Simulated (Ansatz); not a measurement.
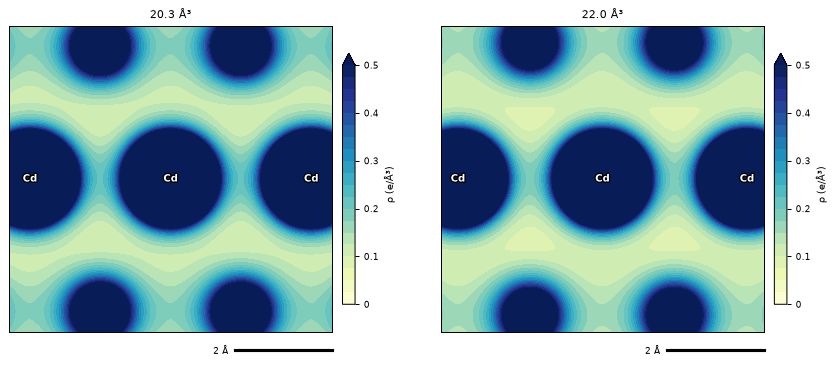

Cd. The valence pseudo-density of cells scaled evenly to different volumes (given per atom above each panel), on the (100) plane of each (indices in the axes of the cell below), at one length scale and on one colour scale.

Computed with Ansatz 0.2.0, DFT, PBEsol, PAW with Ansatz's default frozen-core files, scalar-relativistic.

The density is the valence pseudo-density of a PAW calculation; it isn't the true density close to the nuclei.

The largest cell:

```cif
data_structure
_symmetry_space_group_name_H-M 'P 1'
_symmetry_Int_Tables_number 1
_cell_length_a 2.9986
_cell_length_b 2.9986
_cell_length_c 5.6549
_cell_angle_alpha 90.000
_cell_angle_beta 90.000
_cell_angle_gamma 120.000
_cell_volume 44.03
loop_
_atom_site_label
_atom_site_type_symbol
_atom_site_fract_x
_atom_site_fract_y
_atom_site_fract_z
_atom_site_occupancy
Cd1 Cd 0.33333 0.66667 0.25000 1
Cd2 Cd 0.66667 0.33333 0.75000 1
```

| volume (Å³/atom) | Cd–Cd contact in the plane (Å) | ρ at its midpoint (e/Å³) | pressure (GPa) | 
| --- | --- | --- | --- |
| 20.29 | 2.918 | 0.220 | 2.5 | 
| 20.72 | 2.939 | ? | ? | 
| 22.02 | 2.999 | 0.192 | −2.4 | 

Question: Estimate the missing row, and compare with the calculation.

Answer: Over the known rows ln ρ falls by 1.68 per Å of Cd–Cd distance (the line through the two), which gives 0.212 e/Å³ at 2.939 Å; the calculation gives 0.212 e/Å³. For the pressure, a straight line in volume between the neighbouring rows gives 1.3 GPa; the calculation gives 1.0.
